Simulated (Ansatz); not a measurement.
Si128C127 (charge −2): single-point calculation (part 3 of 3)

The same run, continued: Si128C127 (defect cell, 255 atoms in the cell, total charge −2); DFT, HSE06, PAW, plane waves (Ansatz 0.2.0); cutoff 420 eV, 1×1×1 k-mesh, Fermi–Dirac smearing of 0.01 eV. 

### Output, continued
```
  atom 183  C     -0.01086375     0.02214118    -0.00975854
  atom 184  C      0.00299709    -0.00000287     0.01914015
  atom 185  C      0.00928031    -0.01135648    -0.00982350
  atom 186  C      0.00085892    -0.00378547     0.00998606
  atom 187  C      0.02324517     0.00806020    -0.01369707
  atom 188  C      0.00186100    -0.00030339     0.01650604
  atom 189  C      0.01203944     0.02138730    -0.00906684
  atom 190  C     -0.00113433    -0.00026738     0.01947675
  atom 191  C      0.00762900     0.00463381    -0.00747764
  atom 192  C     -0.00035994    -0.00263667     0.01707622
  atom 193  C      0.00106441    -0.00084750    -0.00465181
  atom 194  C      0.00186889    -0.00063761     0.02224395
  atom 195  C     -0.00043252    -0.00316760    -0.00262860
  atom 196  C     -0.00128663    -0.00641126     0.01856127
  atom 197  C     -0.00043000    -0.00069079    -0.00581617
  atom 198  C     -0.00489414     0.00179387     0.02218748
  atom 199  C      0.00108857    -0.00000461    -0.00632377
  atom 200  C     -0.00003259     0.00122556     0.01913894
  atom 201  C     -0.00033220    -0.00327821    -0.01088441
  atom 202  C      0.00072290    -0.01487063     0.02847118
  atom 203  C     -0.00314943    -0.00306875    -0.01859582
  atom 204  C     -0.00508720     0.00821305     0.03265840
  atom 205  C     -0.00446477     0.00213957    -0.00734121
  atom 206  C     -0.00007820    -0.00015143     0.02249977
  atom 207  C     -0.00296537    -0.00123615    -0.00391015
  atom 208  C      0.00058843    -0.00062518     0.02054903
  atom 209  C      0.00259559    -0.00151222    -0.00260552
  atom 210  C      0.00221058    -0.00858789     0.02085994
  atom 211  C      0.00407387    -0.00157426    -0.01848590
  atom 212  C      0.00730388     0.00892991     0.03350866
  atom 213  C      0.00178075    -0.00958071    -0.01995803
  atom 214  C      0.00022366    -0.00376538     0.04577915
  atom 215  C     -0.00273248    -0.00087636    -0.00426554
  atom 216  C      0.00250048    -0.00706364     0.02404032
  atom 217  C      0.00347665    -0.00097550    -0.00690771
  atom 218  C      0.00588719     0.00221569     0.02297064
  atom 219  C      0.00419009     0.00129498    -0.00832028
  atom 220  C      0.00266840     0.00075210     0.02320850
  atom 221  C      0.00352143    -0.00094195    -0.00577611
  atom 222  C     -0.00096324    -0.00565134     0.02479958
  atom 223  C      0.00383628    -0.00113618    -0.00405601
  atom 224  C      0.00140365    -0.00075443     0.01970766
  atom 225  C     -0.00530424     0.00238155     0.00220554
  atom 226  C      0.00020289    -0.00144840     0.00765269
  atom 227  C     -0.00737158    -0.02234930     0.00345862
  atom 228  C     -0.00019850    -0.00161375     0.00519870
  atom 229  C      0.00693192    -0.05168219    -0.01359647
  atom 230  C     -0.00141597    -0.00211315     0.00731210
  atom 231  C     -0.06061074    -0.00006911     0.02412038
  atom 232  C     -0.00229854    -0.00120325     0.00712694
  atom 233  C     -0.01579569     0.01821828    -0.00513219
  atom 234  C     -0.00015123    -0.00114713     0.00875702
  atom 235  C     -0.00061345     0.01186921     0.00010438
  atom 236  C     -0.00031578    -0.00114376     0.00861272
  atom 237  C     -0.01127436    -0.06075324    -0.02028018
  atom 238  C      0.00059064    -0.00236479     0.00690834
  atom 239  C     -0.00030483    -0.00074542     0.00708302
  atom 240  C     -0.09637100     0.08058456    -0.03857705
  atom 241  C     -0.00128655     0.00003918     0.00777061
  atom 242  C     -0.02269787     0.00521349    -0.01153643
  atom 243  C      0.00221749    -0.00162384     0.00893871
  atom 244  C      0.00926612     0.00169215     0.00155154
  atom 245  C     -0.00076035    -0.00182280     0.00775526
  atom 246  C      0.07127484     0.01346057     0.02400209
  atom 247  C      0.00102162    -0.00113272     0.00572084
  atom 248  C      0.10048536     0.07119445    -0.03236546
  atom 249  C      0.00013074     0.00053693     0.00729064
  atom 250  C     -0.00239743    -0.01148515    -0.01002589
  atom 251  C     -0.00067562    -0.00139423     0.00822287
  atom 252  C      0.01267196     0.01550669    -0.00602535
  atom 253  C     -0.00144896    -0.00145158     0.00777626
  atom 254  C      0.02552950     0.00087071    -0.01239722
  atom 255  C     -0.00291286    -0.00254446     0.00847601
  max |Σ_I F_I| component: 2.08e-4 eV/Å
--- Charged-cell corrections in eV (Makov–Payne, q = -2.000 e, ε = 9.700) ---
  F (periodic)     = -113358.864687  (uncorrected; the corrections below are reported, never added to it)
  E_corr1          = +0.529939  (monopole, q²α_M/2εL)
  F Makov-Payne    = -113358.334748  (F + E_corr1; no measured alignment; for a localised charge, not one spread in a band: unchecked)
--- Band table (eV) ---
  k-point 0: bands = ["-8.0850", "-7.8047", "-7.6485", "-7.5048", "-7.4833", "-7.3544", "-7.2232", "-7.0767", "-7.0448", "-6.9960", ... 556 levels left out ..., "14.6340", "14.6834", "14.7040", "14.7066", "14.7332", "14.7650", "14.7747", "14.8008", "14.8255", "14.8718", "14.8941", "14.9241", "14.9365", "14.9419", "14.9482", "14.9826", "15.0033", "15.0326", "15.0539", "15.0673", "15.0949", "15.1064", "15.1236", "15.1433", "15.1758", "15.2046", "15.2498", "15.3032", "15.3287",
      "15.3515", "15.3855", "15.4164", "15.4499", "15.4564", "15.4889", "15.5107", "15.5349", "15.5825", "15.5995", "15.6156", "15.6535", "15.6987", "15.7247", "15.7578", "15.7741", "15.7932", "15.7996", "15.8147", "15.8479", "15.8878", "15.9061", "15.9176", "15.9270", "15.9410", "15.9553", "15.9671", "15.9803", "16.0120", "16.0385", "16.0590", "16.0818", "16.0904", "16.1022", "16.1121", "16.1154", "16.1353", "16.1446", "16.1558", "16.1812",
      "16.1983", "16.2103", "16.2419", "16.2726", "16.2822", "16.3002", "16.3213", "16.3383", "16.3498", "16.3636", "16.3791", "16.3871", "16.3955", "16.4237", "16.4575", "16.4923", "16.5093", "16.5318", "16.5525", "16.5660", "16.5739", "16.5978", "16.6140", "16.6376", "16.6530", "16.6837", "16.7357", "16.7519", "16.7734", "16.7806", "16.7949", "16.8122", "16.8466", "16.8586", "16.8668", "16.8755", "16.8988", "16.9152", "16.9444", "16.9775",
      "16.9954", "17.0181", "17.0299", "17.0531", "17.0775", "17.0939", "17.1100", "17.1503", "17.1537", "17.1712", "17.1875", "17.1957", "17.2037", "17.2237", "17.2392", "17.2541", "17.2867", "17.2982", "17.3066", "17.3166", "17.3390", "17.3480", "17.3603", "17.3680", "17.3788", "17.4176", "17.4268", "17.4404", "17.4512", "17.4763", "17.4884", "17.5039", "17.5228", "17.5481", "17.5667", "17.5890", "17.6004", "17.6024", "17.6411", "17.6566",
      "17.6766", "17.6931", "17.7209", "17.7358", "17.7486", "17.7807", "17.8057", "17.8196", "17.8363", "17.8519", "17.8709", "17.8833", "17.9108", "17.9415", "17.9599", "17.9695", "17.9796", "17.9948", "18.0016", "18.0196", "18.0278", "18.0330", "18.0477", "18.0581", "18.0668", "18.0772", "18.0880", "18.0980", "18.1060", "18.1139", "18.1189", "18.1313", "18.1430", "18.1505", "18.1655", "18.1761", "18.1846", "18.1892", "18.1993", "18.2087",
      "18.2182", "18.2331", "18.2462", "18.2641", "18.2779", "18.2961", "18.3120", "18.3405", "18.3492", "18.3670", "18.3792"]
--- Löwdin populations: 255 sites ---
  site symbol       q [e]
     0     Si      2.9043
     1     Si      2.9020
     2     Si      2.9058
     3     Si      2.9013
     4     Si      2.9037
     5     Si      2.9005
     6     Si      2.9043
     7     Si      2.9033
     8     Si      2.9047
     9     Si      2.9029
    10     Si      2.9050
    11     Si      2.8999
    12     Si      2.9020
    13     Si      2.9019
    14     Si      2.9046
    15     Si      2.9028
    16     Si      2.9058
    17     Si      2.9014
    18     Si      2.9043
    19     Si      2.8999
    20     Si      2.8931
    21     Si      2.9028
    22     Si      2.9021
    23     Si      2.9056
    24     Si      2.9037
    25     Si      2.9006
    26     Si      2.9019
    27     Si      2.9019
    28     Si      2.9020
    29     Si      2.9056
    30     Si      2.9045
    31     Si      2.9028
    32     Si      2.9173
    33     Si      2.9144
    34     Si      2.9179
    35     Si      2.9093
    36     Si      2.9170
    37     Si      2.9165
    38     Si      2.9178
    39     Si      2.9162
    40     Si      2.9179
    41     Si      2.9065
    42     Si      2.9168
    43     Si      2.9136
    44     Si      2.9173
    45     Si      2.9166
    46     Si      2.9181
    47     Si      2.9155
    48     Si      2.9177
    49     Si      2.9095
    50     Si      2.9167
    51     Si      2.9139
    52     Si      2.9150
    53     Si      2.9243
    54     Si      2.9175
    55     Si      2.9162
    56     Si      2.9171
    57     Si      2.9164
    58     Si      2.9173
    59     Si      2.9168
    60     Si      2.9176
    61     Si      2.9160
    62     Si      2.9180
    63     Si      2.9160
    64     Si      2.9179
    65     Si      2.9164
    66     Si      2.9168
    67     Si      2.9156
    68     Si      2.9218
    69     Si      2.9162
    70     Si      2.9112
    71     Si      2.9159
    72     Si      2.9183
    73     Si      2.9162
    74     Si      2.9176
    75     Si      2.9168
    76     Si      2.9225
    77     Si      2.9163
    78     Si      3.4112
    79     Si      2.9164
    80     Si      2.9214
    81     Si      2.9167
    82     Si      2.9210
    83     Si      2.9166
    84     Si      2.9176
    85     Si      2.9164
    86     Si      2.9111
    87     Si      2.9160
    88     Si      2.9209
    89     Si      2.9167
    90     Si      2.9186
    91     Si      2.9175
    92     Si      2.9186
    93     Si      2.9163
    94     Si      2.9211
    95     Si      2.9167
    96     Si      2.9031
    97     Si      2.9032
    98     Si      2.9142
    99     Si      2.9029
   100     Si      2.8949
   101     Si      2.9025
   102     Si      2.9023
   103     Si      2.9022
   104     Si      2.9121
   105     Si      2.9030
   106     Si      3.3337
   107     Si      2.9024
   108     Si      2.9069
   109     Si      2.9023
   110     Si      2.9070
   111     Si      2.9029
   112     Si      2.9139
   113     Si      2.9029
   114     Si      3.3231
   115     Si      2.9024
   116     Si      3.3887
   117     Si      2.9028
   118     Si      2.9222
   119     Si      2.9023
   120     Si      2.8973
   121     Si      2.9024
   122     Si      2.9074
   123     Si      2.9023
   124     Si      2.9215
   125     Si      2.9024
   126     Si      2.9071
   127     Si      2.9029
   128      C      5.0120
   129      C      5.0126
   130      C      5.0122
   131      C      5.0118
   132      C      5.0127
   133      C      5.0145
   134      C      5.0129
   135      C      5.0116
   136      C      5.0119
   137      C      5.0105
   138      C      5.0127
   139      C      5.0138
   140      C      5.0131
   141      C      5.0096
   142      C      5.0121
   143      C      5.0124
   144      C      5.0122
   145      C      5.0117
   146      C      5.0127
   147      C      5.0136
   148      C      5.0133
   149      C      5.0023
   150      C      5.0138
   151      C      5.0077
   152      C      5.0127
   153      C      5.0148
   154      C      5.0132
   155      C      5.0094
   156      C      5.0137
   157      C      5.0078
   158      C      5.0121
   159      C      5.0123
   160      C      5.0122
   161      C      5.0123
   162      C      5.0099
   163      C      5.0135
   164      C      5.0125
   165      C      5.0141
   166      C      5.0101
   167      C      5.0127
   168      C      5.0109
   169      C      5.0125
   170      C      4.9870
   171      C      5.0131
   172      C      5.0148
   173      C      5.0136
   174      C      5.0116
   175      C      5.0126
   176      C      5.0099
   177      C      5.0135
   178      C      4.9871
   179      C      5.0130
   180      C      5.0010
   181      C      5.0134
   182      C      5.0110
   183      C      5.0117
   184      C      5.0124
   185      C      5.0141
   186      C      5.0148
   187      C      5.0136
   188      C      5.0112
   189      C      5.0118
   190      C      5.0114
   191      C      5.0125
   192      C      5.0233
   193      C      5.0256
   194      C      5.0239
   195      C      5.0302
   196      C      5.0232
   197      C      5.0231
   198      C      5.0217
   199      C      5.0233
   200      C      5.0209
   201      C      5.0235
   202      C      5.0257
   203      C      5.0284
   204      C      5.0221
   205      C      5.0231
   206      C      5.0215
   207      C      5.0239
   208      C      5.0240
   209      C      5.0299
   210      C      5.0260
   211      C      5.0285
   212      C      5.0319
   213      C      5.0189
   214      C      5.0216
   215      C      5.0218
   216      C      5.0232
   217      C      5.0231
   218      C      5.0221
   219      C      5.0231
   220      C      5.0216
   221      C      5.0217
   222      C      5.0214
   223      C      5.0239
   224      C      5.0225
   225      C      5.0232
   226      C      5.0298
   227      C      5.0247
   228      C      4.9785
   229      C      5.0237
   230      C      5.0215
   231      C      5.0241
   232      C      5.0229
   233      C      5.0243
   234      C      5.0239
   235      C      5.0233
   236      C      4.9779
   237      C      5.0237
   238      C      5.0241
   239      C      5.0061
   240      C      5.0242
   241      C      5.0103
   242      C      5.0242
   243      C      5.0219
   244      C      5.0232
   245      C      5.0222
   246      C      5.0240
   247      C      5.0085
   248      C      5.0241
   249      C      5.0147
   250      C      5.0236
   251      C      5.0226
   252      C      5.0243
   253      C      5.0105
   254      C      5.0242
  spilling = 0.010364 (of n_electrons = 1022.000000)
```

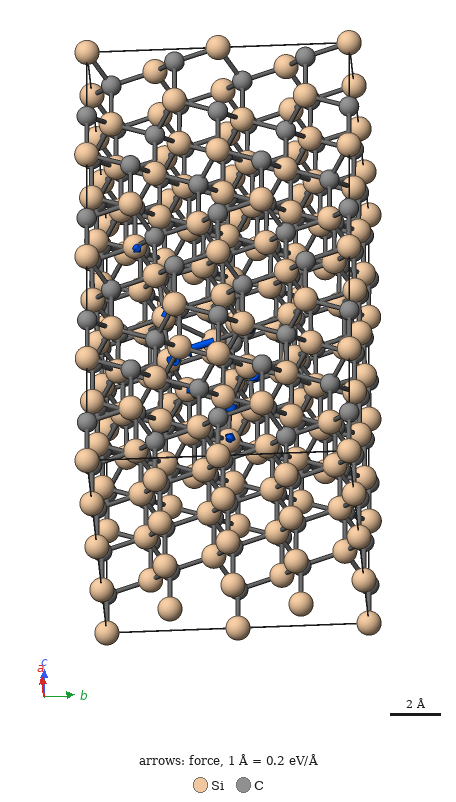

Fig. 1: Forces on the atoms as blue arrows (ball-and-stick view of the cell of the calculation, seen at an oblique angle); the smallest are left out. The largest act on Si117 (0.33 eV/Å); Si79 (0.16 eV/Å); Si115 (0.15 eV/Å); C150 (0.15 eV/Å), among others. Atoms are counted from 1 in the order of the input and aren't labelled in the picture. 

### Results in brief

| quantity | value |
| --- | --- |
| outcome | converged |
| electrons treated | 1022 |
| free energy | −113358.8647 eV |
| Fermi energy | 11.576 eV |
| largest force (length of the vector) | 0.331 eV/Å |
| hardware | 1 × NVIDIA GB300 Max-Q, 32 threads of Arm Neoverse-V2, 180 GiB of memory available, shared host |
| wall time | 2.6 min (CPU time 20 min) |
| peak memory | 13 GiB |

The k-point mesh is coarse for a cell of this size, so the results may not be converged.
